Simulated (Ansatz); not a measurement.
Geometry relaxation of W (part 2 of 3)

Continued. System: W (slab, 20 atoms in the cell). Method: DFT PBE, scalar-relativistic, plane waves, PAW, no spin polarisation (Ansatz 0.2.0); cutoff 420 eV, 3×3×1 k-mesh, Gaussian smearing of 0.1 eV. The structure derives from an entry of the Crystallography Open Database. The input holds or restrains some coordinates. Forces given for the steps count only the free coordinates. It belongs to a series of runs on one base structure; here: clean slab, lower planes held.

Geometry of the input (Å; fractional positions):
```
6.3671  0.0000  0.0000
0.0000  6.3671  0.0000
0.0000  0.0000  22.3671
W  0.2500  0.7500  0.3577
W  0.2500  0.2500  0.3577
W  0.7500  0.7500  0.3577
W  0.7500  0.2500  0.3577
W  0.5000  0.5000  0.4288
W  0.5000  0.0000  0.4288
W  0.0000  0.5000  0.4288
W  0.0000  0.0000  0.4288
W  0.7500  0.2500  0.5000
W  0.7500  0.7500  0.5000
W  0.2500  0.2500  0.5000
W  0.2500  0.7500  0.5000
W  0.0000  0.0000  0.5712
W  0.0000  0.5000  0.5712
W  0.5000  0.0000  0.5712
W  0.5000  0.5000  0.5712
W  0.2500  0.7500  0.6423
W  0.2500  0.2500  0.6423
W  0.7500  0.7500  0.6423
W  0.7500  0.2500  0.6423
```

## The program's output, continued
```
SCF iter   1: F=—  HF=-207675.229509 eV  |F-HF|=—  |Δ(HF+E_count)|=         —  Δρ=1.50e-3  dr2=1.06e-1  ethr=8.88e-4  p=0.035 e·Å  D=6.97e-3 V/Å  ΔV_dip=-0.16 eV  dr2_dipole=2.39e-2  V_vac-E_F(+/−)=4.07/4.23 eV  ⟨swp⟩=2.3  Hψ=672  notcnv=0  defer=39
efield: sawtooth ramp at fractional position 0.9800 (handed on by an earlier solve), width 0.0400; the density the first Hamiltonian is built on has a dipole p = 0.035 e·Å; the dipole correction subtracts the counter field D = 6.97e-3 V/Å, which shifts the + side's vacuum level by -0.16 eV against the − side's; the planar-averaged density in the ramp window peaks in size at 6.4e-7 e/Å³
preconditioner: auto → LDOS  [metal: Δε(μ)=0.036 eV  Ē_g=4.200 eV  σ=0.100 eV  W_gap=0.20  n_scr=178 (ndim 8)  ℏωp=13.5 eV  f_vac=0.551  D(μ)=25.94/eV (n_scr^D=188)  β→1.0]
SCF iter   2: F=—  HF=-207675.226649 eV  |F-HF|=—  |Δ(HF+E_count)|=   2.86e-3  Δρ=7.10e-4  dr2=1.62e-2  ethr=3.79e-5  p=0.041 e·Å  D=8.23e-3 V/Å  ΔV_dip=-0.18 eV  dr2_dipole=2.73e-5  V_vac-E_F(+/−)=4.04/4.23 eV  ⟨swp⟩=2.0  Hψ=698  notcnv=0  defer=41
SCF iter   3: F=—  HF=-207675.225152 eV  |F-HF|=—  |Δ(HF+E_count)|=   1.50e-3  Δρ=3.01e-4  dr2=6.49e-3  ethr=5.79e-6  p=0.035 e·Å  D=6.93e-3 V/Å  ΔV_dip=-0.15 eV  dr2_dipole=1.63e-3  V_vac-E_F(+/−)=4.07/4.22 eV  ⟨swp⟩=3.0  Hψ=807  notcnv=0  defer=41
SCF iter   4: F=—  HF=-207675.224858 eV  |F-HF|=—  |Δ(HF+E_count)|=   2.94e-4  Δρ=1.36e-4  dr2=1.02e-3  ethr=2.32e-6  p=0.035 e·Å  D=6.96e-3 V/Å  ΔV_dip=-0.16 eV  dr2_dipole=2.05e-4  V_vac-E_F(+/−)=4.07/4.22 eV  ⟨swp⟩=2.0  Hψ=540  notcnv=0  defer=41
SCF iter   5: F=—  HF=-207675.224366 eV  |F-HF|=—  |Δ(HF+E_count)|=   4.92e-4  Δρ=2.16e-5  dr2=2.08e-5  ethr=3.64e-7  p=0.035 e·Å  D=6.97e-3 V/Å  ΔV_dip=-0.16 eV  dr2_dipole=5.28e-6  V_vac-E_F(+/−)=4.07/4.22 eV  ⟨swp⟩=2.0  Hψ=613  notcnv=0  defer=41
SCF iter   6: F=—  HF=-207675.224367 eV  |F-HF|=—  |Δ(HF+E_count)|=   8.02e-7  Δρ=9.11e-6  dr2=3.91e-6  ethr=7.44e-9  p=0.035 e·Å  D=6.92e-3 V/Å  ΔV_dip=-0.15 eV  dr2_dipole=5.45e-7  V_vac-E_F(+/−)=4.07/4.22 eV  ⟨swp⟩=2.3  Hψ=744  notcnv=0  defer=41
SCF iter   7: F=-207675.224367 eV  HF=-207675.224367 eV  |F-HF|=1.03e-7  |Δ(HF+E_count)|=   1.41e-7  Δρ=2.12e-6  dr2=1.56e-7  ethr=4.35e-10  p=0.035 e·Å  D=6.90e-3 V/Å  ΔV_dip=-0.15 eV  dr2_dipole=1.47e-8  V_vac-E_F(+/−)=4.07/4.22 eV  ⟨swp⟩=24.0  Hψ=4939  notcnv=0
SCF 5 converged in 7 iterations: F = -207675.224367 eV  dr2 = 1.56e-7
relax step   5: F+E_penalty+E_count = -207675.22436663 eV  Δ(F+E_penalty+E_count) = -5.418e-3 eV  max|allowed force component| = 1.805e-2 eV/Å  Δτ_max = 0.0222 Å  (7 SCF iters, dr2 threshold 1.22e-6 eV, accepted)
iter 1 solved again at ethr=5.55e-11 eV; its pass at ethr=3.10e-3 eV (dr2=1.55e-7 eV) is discarded
SCF iter   1: F=—  HF=-207675.224338 eV  |F-HF|=—  |Δ(HF+E_count)|=         —  Δρ=2.16e-6  dr2=1.56e-7  ethr=5.55e-11  p=0.035 e·Å  D=6.90e-3 V/Å  ΔV_dip=-0.15 eV  dr2_dipole=1.48e-8  V_vac-E_F(+/−)=4.07/4.22 eV  ⟨swp⟩=1.0  Hψ=1188  notcnv=0
efield: sawtooth ramp at fractional position 0.9800 (handed on by an earlier solve), width 0.0400; the density the first Hamiltonian is built on has a dipole p = 0.035 e·Å; the dipole correction subtracts the counter field D = 6.90e-3 V/Å, which shifts the + side's vacuum level by -0.15 eV against the − side's; the planar-averaged density in the ramp window peaks in size at 6.8e-7 e/Å³
preconditioner: auto → LDOS  [metal: Δε(μ)=0.011 eV  Ē_g=4.195 eV  σ=0.100 eV  W_gap=0.06  n_scr=178 (ndim 8)  ℏωp=13.5 eV  f_vac=0.551  D(μ)=26.17/eV (n_scr^D=204)  β→1.0]
SCF iter   2: F=-207675.224367 eV  HF=-207675.224367 eV  |F-HF|=3.96e-8  |Δ(HF+E_count)|=   2.90e-5  Δρ=1.28e-6  dr2=5.73e-8  ethr=3.57e-11  p=0.035 e·Å  D=6.90e-3 V/Å  ΔV_dip=-0.15 eV  dr2_dipole=2.18e-9  V_vac-E_F(+/−)=4.07/4.22 eV  ⟨swp⟩=9.7  Hψ=3932  notcnv=0
SCF 6 converged in 2 iterations: F = -207675.224367 eV  dr2 = 5.73e-8
relax step   6: F+E_penalty+E_count = -207675.22436672 eV  Δ(F+E_penalty+E_count) = -8.725e-8 eV  max|allowed force component| = 1.816e-2 eV/Å  Δτ_max = 0.0000 Å  (2 SCF iters, accepted)
```

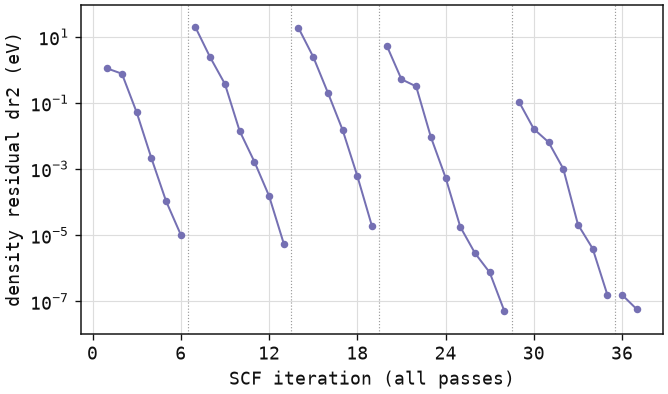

Fig. 1: Convergence of the self-consistent field: density residual dr2 against the SCF iteration. The dotted lines part the SCF passes of the relaxation: geometry steps, rejected trials and re-solves on a re-selected basis. The 6 passes take 2 to 9 iterations each, 37 in all.

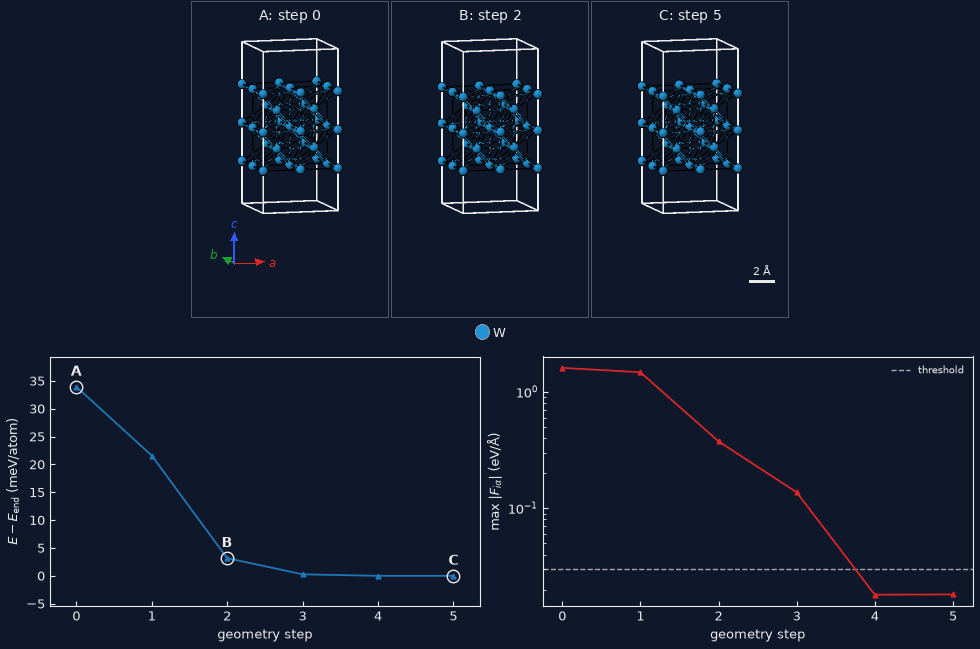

Fig. 2: Frames of the restrained relaxation (ball-and-stick view of the cell of the calculation, with the vacuum cut short (origin shifted), seen slightly off an axis) above the curves, on which the letters mark them (the first geometry is step 0 here and step 1 in the log).

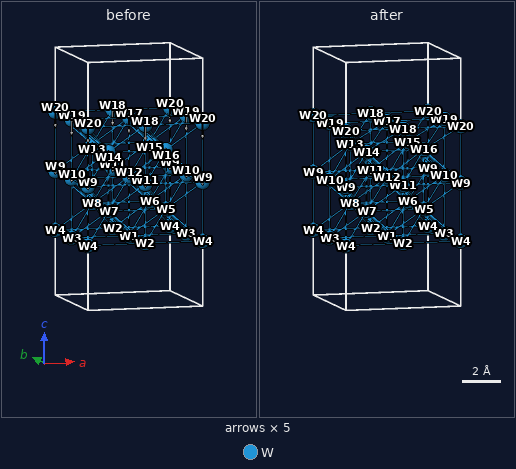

Fig. 3: Before (left) and after (right) the restrained relaxation, at one scale (ball-and-stick view of the cell of the calculation, with the vacuum cut short (origin shifted), seen slightly off an axis). The white arrows give the displacements, magnified 5 times. After 5 geometry steps the energy has fallen by 33.9 meV per atom. Largest force component: 1.6 eV/Å at the start, 0.018 eV/Å at the end. The largest moves, 0.18 Å, are those of W17, W18, W19 and W20. The cell doesn't change. Among the contacts that change: W10–W19 3.184 → 3.045 Å, W13–W17 2.757 → 2.643 Å, W1–W12 3.184 → 3.140 Å, W10–W13 2.757 → 2.797 Å. (Atoms are counted from 1 in the order of the input.)

```
WARN: The output density's exchange-correlation potential varies sharply where the density is thin. Do not read a vacuum level from v_tot or v_xc, or from such a field of the output density. On a cell that repeats whose density bears no net charge and no dipole along the vacuum's axis use v_es (v_loc + v_h of the components); under efield.dipole_correction with no amplitude use v_es + v_field, which holds any external_charges[].barrier, or the levels of the report's work_function block, which leave it out; under a non-zero efield.amplitude the vacuum is tilted and has no level; on a cell that repeats and bears such a dipole with no correction it is tilted too, and efield.dipole_correction with no amplitude gives each side of its ramp a level where efield: is served; in a cell that repeats whose density bears a net charge (total_charge, or a fill off its count) it is curved and has none; of a slab under crystal.periodic whose density bears no net charge use v_es, which has a level on each side, short of where the two are joined; of another it falls or rises all the way out and has none; of a slab beside external_charges read slab_vacuum_level instead, which it has where they leave it neutral. The grid or the basis barely resolves most such structure, and the values can differ between equally converged runs; as a rule a tighter scf.convergence.dr2_threshold does not remove it. Where the density itself ripples (under the LDA too) a higher basis.ecutwfc lessens it. The files hold the spikes' plane waves up to the density's cutoff. Files: v_tot_of_output_density and the like, and their columns of v_z.tsv (output.write_potential); v_xc_of_output_density and the like, and their columns of v_comp_z.tsv (output.write_potential_components). Measured: with its Gaussian average of σ = 0.25 Å subtracted twice, the exchange-correlation potential is over 0.1 eV at 776 of the grid points where the equally averaged density (valence and model cores) is under 1e-3 e/Å³, and 0.210 eV at the most among them, at an averaged density of 4.8e-8 e/Å³. See output.write_potential in the manual, Limitations
SCF converged after 2 iterations
Free energy (F): -207675.224367 eV
Harris-Foulkes:  -207675.224367 eV  (|F-HF|=3.96e-8)
Internal energy: -207675.093529 eV  (E = F + TS)
E sigma→0 (E₀):  -207675.158948 eV
Entropy (-TS):   -0.130837 eV (-6.542 meV/atom)
Fermi energy:    5.289545 eV
Dipole field:    D = 0.006866 V/Å  (p = 0.034407 e·Å, saw-weighted, corrected)
Work function:   Φ+ = 4.0702 eV   Φ− = 4.2238 eV
Levels:          The Fermi level and band energies are counted from a zero that moves with the ramp; work functions are not
--- Per-component energies (eV) ---
  E_band       = -6398.674612
  E_kinetic    = 8950.383944
  E_local      = -290859.707797  (includes V_loc(G=0)·N_el)
  E_nonlocal   = 31.643922
  E_hartree    = 141356.730668
  E_xc         = -5307.437519
  E_vxc        = -4734.415533  (∫ρ·V_xc dr)
  E_paw        = -171251.252265  (= ΣΔE_a)
  E_vpaw       = -2500.169631  (= ΣTr[D̂ρ^β])
  E_aug_tail   = -0.001189  (compensation charges beyond the density's cutoff)
  E_efield     = 0.000118  (sawtooth field / dipole correction)
  E_vefield    = 0.077366  (∫n·V_field dr)
  E_ewald      = 109404.546589
  E_smearing   = -0.130837  (= −TS)
  E_closure    = -0.000000  (closes the sum)
  Σ components = -207675.224367   (vs F -207675.224367, Δ=0.00e0)
--- Forces (eV/Å), atoms counted from 1 ---
  atom   1  W      0.00000000     0.00000000     1.52665711
  atom   2  W      0.00000000    -0.00000000     1.52665711
  atom   3  W     -0.00000000     0.00000000     1.52665711
  atom   4  W      0.00000000    -0.00000000     1.52665711
  atom   5  W     -0.00000000     0.00000000    -1.51542979
  atom   6  W     -0.00000000     0.00000000    -1.51542979
  atom   7  W     -0.00000000     0.00000000    -1.51542979
  atom   8  W      0.00000000     0.00000000    -1.51542979
  atom   9  W     -0.00000000    -0.00000000    -0.01816374
  atom  10  W     -0.00000000     0.00000000    -0.01816374
  atom  11  W     -0.00000000    -0.00000000    -0.01816374
  atom  12  W     -0.00000000     0.00000000    -0.01816374
  atom  13  W      0.00000000    -0.00000000    -0.00293900
  atom  14  W      0.00000000    -0.00000000    -0.00293900
  atom  15  W      0.00000000     0.00000000    -0.00293900
  atom  16  W      0.00000000     0.00000000    -0.00293900
  atom  17  W      0.00000000     0.00000000     0.00991224
  atom  18  W      0.00000000     0.00000000     0.00991224
  atom  19  W      0.00000000     0.00000000     0.00991224
  atom  20  W      0.00000000    -0.00000000     0.00991224
  max |Σ_I F_I| component: 1.47e-4 eV/Å
--- Band table (eV) ---
  k-point 0: bands = ["-68.7758", "-68.7363", "-68.7363", "-68.7284", "-68.7280", "-68.7136", "-68.7136", "-68.7058", "-68.5637", "-68.5419", "-68.5419", "-68.5334", "-68.5182", "-68.4720", "-68.4720", "-68.4669", "-68.4669", "-68.4633", "-68.4586", "-68.3837", "-33.5673", "-33.5673", "-33.5311", "-33.5311", "-33.4648", "-33.4648", "-33.3158", "-33.3158", "-33.2786", "-33.2786", "-33.2347", "-33.1822", "-33.1822", "-33.1717", "-33.1545", "-33.1545", "-33.1056", "-33.0533", "-32.9948", "-32.9922",
      "-32.9922", "-32.9776", "-32.9776", "-32.9761", "-32.9761", "-32.9328", "-32.9328", "-32.8791", "-32.8791", "-32.8234", "-32.7896", "-32.7896", "-32.7806", "-32.7581", "-32.7581", "-32.7244", "-32.7244", "-32.6798", "-32.6798", "-32.6689", "-32.6684", "-32.5878", "-32.5878", "-32.5603", "-32.5603", "-32.5367", "-32.5367", "-32.4689", "-32.4689", "-32.4462", "-32.4462", "-32.4172", "-32.4077", "-32.4077", "-32.2822", "-32.2822", "-32.2601", "-32.2601", "-32.2545", "-32.2545",
      "-3.4875", "-1.6603", "-0.5399", "-0.5399", "-0.4200", "-0.4200", "-0.2229", "-0.0672", "0.0299", "0.1180", "0.1565", "0.1565", "0.6051", "0.9893", "1.0277", "1.0277", "1.0412", "1.0412", "1.3160", "1.3668", "1.9161", "1.9161", "2.0008", "2.1847", "2.1847", "2.3732", "2.3732", "2.3953", "2.3953", "2.6628", "2.6628", "2.8760", "2.9463", "2.9463", "2.9491", "3.0778", "3.0778", "3.4201", "3.4201", "3.8437",
      "3.8437", "3.8639", "3.8639", "4.1921", "4.1921", "4.2046", "4.2046", "4.2700", "4.2700", "4.3342", "4.6306", "4.6306", "4.9186", "5.0213", "5.0213", "5.0543", "5.2320", "5.2914", "5.2914", "5.3267", "5.3291", "5.3291", "5.5569", "5.5569", "6.3148", "6.3148", "6.5630", "6.5630", "6.8025", "6.8025", "6.8564", "6.8564", "6.8765", "6.8765", "6.9560", "6.9560", "6.9800", "7.0071", "7.0504", "7.0504",
      "7.0586", "7.1290", "7.4847", "7.4847", "7.5701", "7.5701", "7.7403", "7.8672"]
  k-point 1: bands = ["-68.7663", "-68.7464", "-68.7343", "-68.7301", "-68.7251", "-68.7180", "-68.7116", "-68.7077", "-68.5510", "-68.5398", "-68.5355", "-68.5354", "-68.5230", "-68.5153", "-68.4698", "-68.4655", "-68.4648", "-68.4607", "-68.4252", "-68.3946", "-33.5131", "-33.5000", "-33.4652", "-33.4530", "-33.4198", "-33.4131", "-33.3800", "-33.3514", "-33.3304", "-33.3120", "-33.2380", "-33.2344", "-33.1658", "-33.1508", "-33.1431", "-33.1413", "-33.1294", "-33.1288", "-33.0510", "-33.0377",
      "-32.9914", "-32.9877", "-32.9779", "-32.9774", "-32.9697", "-32.9344", "-32.9198", "-32.9160", "-32.8878", "-32.8859", "-32.8334", "-32.8303", "-32.8185", "-32.7826", "-32.7573", "-32.7347", "-32.7241", "-32.6992", "-32.6174", "-32.6053", "-32.5950", "-32.5754", "-32.5684", "-32.5259", "-32.5161", "-32.5116", "-32.5043", "-32.5030", "-32.4948", "-32.4588", "-32.4348", "-32.4027", "-32.3861", "-32.3424", "-32.3039", "-32.2984", "-32.2942", "-32.2884", "-32.2674", "-32.2670",
      "-2.8892", "-1.4121", "-1.2429", "-0.6181", "0.0236", "0.0667", "0.0759", "0.1875", "0.2408", "0.3071", "0.4739", "0.5144", "0.7985", "0.8500", "1.0089", "1.0418", "1.0783", "1.3662", "1.3743", "1.4026", "1.6755", "1.8418", "1.8503", "2.1431", "2.1471", "2.1946", "2.3407", "2.3482", "2.4585", "2.4958", "2.7487", "2.8621", "2.9163", "2.9181", "3.0387", "3.0864", "3.0995", "3.2624", "3.4038", "3.5132",
      "3.5705", "3.6717", "3.7051", "3.7513", "3.7603", "3.9074", "4.0111", "4.1976", "4.2199", "4.2770", "4.4647", "4.4673", "4.4925", "4.6255", "4.7292", "4.7898", "5.2065", "5.2357", "5.3779", "5.3876", "5.4310", "5.5889", "5.6543", "5.6721", "5.7980", "5.8284", "6.0795", "6.0853", "6.2384", "6.3008", "6.3948", "6.5155", "6.5406", "6.5505", "6.5948", "6.5969", "6.7105", "6.8285", "6.8865", "7.0427",
      "7.0668", "7.1156", "7.1707", "7.2971", "7.4465", "7.4552", "7.5194", "7.6866"]
```
